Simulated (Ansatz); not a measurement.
Start from this file.

```
Hf N
1.0
     3.74937    0.00000    0.00000
     0.00000    3.74937    0.00000
     0.00000    0.00000    4.51687
Hf N
2 2
Direct
  0.00000 0.00000 0.00000
  0.50000 0.50000 0.50000
  0.50000 0.00000 0.25000
  0.00000 0.50000 0.75000
```

> Say what kind of structure these coordinates give.

Formula: HfN. It is body-centred tetragonal, space group I-4m2 (No. 119). Cell content 2 Hf, 2 N; Z = 2. Hf is coordinated by four N in a distorted tetrahedral arrangement at 2.19 Å. N bonds to four Hf in a distorted tetrahedral arrangement at 2.19 Å. Not all metal-metal contacts are counted. The bonds build a three-dimensional framework.

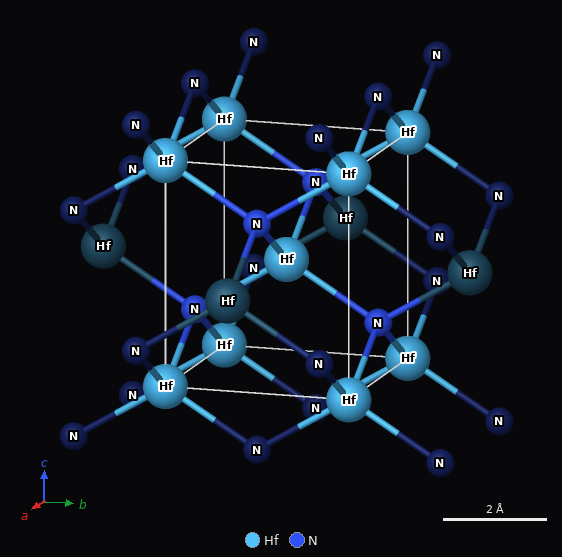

View slightly off an axis, drawn as a ball-and-stick model. The conventional unit cell is drawn as a box. Periodic images bonded to atoms of the box are shown as well, in fainter colours.

The cell started as a structure listed in the Materials Project. The cell was then strained or its atoms displaced on purpose. It was run through Ansatz as a DFT input.

At this level of theory the cell isn't at rest (stretched, at -17 GPa), so its distances can differ from those at equilibrium, the more so the softer the solid.
